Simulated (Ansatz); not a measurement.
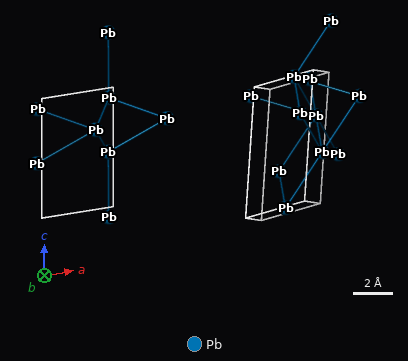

Two geometries of solid Pb (built on the random type) (coarse preliminary run), drawn at one scale. One is the start of a relaxation, the other its converged end. Style: ball-and-stick. Shown: the cell of the calculation, reduced to other axes, along the b axis. Lengths and directions refer to the drawn axes.

Level of theory: DFT PBE, scalar-relativistic, plane waves, PAW (Ansatz). Settings: plane-wave cutoff 420 eV; k-point mesh 4 × 4 × 6; occupations gaussian; smearing width 0.1 eV; no spin polarisation; cell and atoms relaxed; force threshold 0.04 eV/Å; at most 70 steps.

### Which geometry has the lower energy?

The right one is the relaxed one. Case: random cell without symmetry. The atom that moves furthest relative to the cell is a Pb atom (1.22 Å roughly along [−3 0 1]). The drawn cell changes as follows: a 3.991 → 3.780 Å (−5.3 %), b 5.008 → 5.353 Å (+6.9 %), c 6.180 → 6.803 Å (+10.1 %), α 90.0° → 92.0°, β 81.5° → 74.1°, γ 69.6° → 49.2°; the volume changes by −16.3 %. Some distances before and after: Pb–Pb 7.818 → 3.605 Å, Pb–Pb 5.293 → 3.404 Å, Pb–Pb 5.278 → 3.395 Å, Pb–Pb 4.968 → 3.498 Å. Bond angles that change, for instance: Pb–Pb–Pb 120.0° → 179.8°, Pb–Pb–Pb 111.5° → 71.1°, Pb–Pb–Pb 147.5° → 179.7°. The space group stays P1 (No. 1). After 18 accepted moves (21 points after the start) the energy has fallen by 1460 meV per atom. Largest force component: 9.4 eV/Å at the start, 0.01 eV/Å at the end. The pressure goes from 16.32 to −0.04 GPa. The line search rejected the trial steps at points 16, 19 of the run. The SCF was repeated once at an unchanged geometry on a basis and grid sized afresh for the cell, which shifted the energy by 0.7 meV per atom at most. The run took roughly 2.1 core-minutes on a shared host.
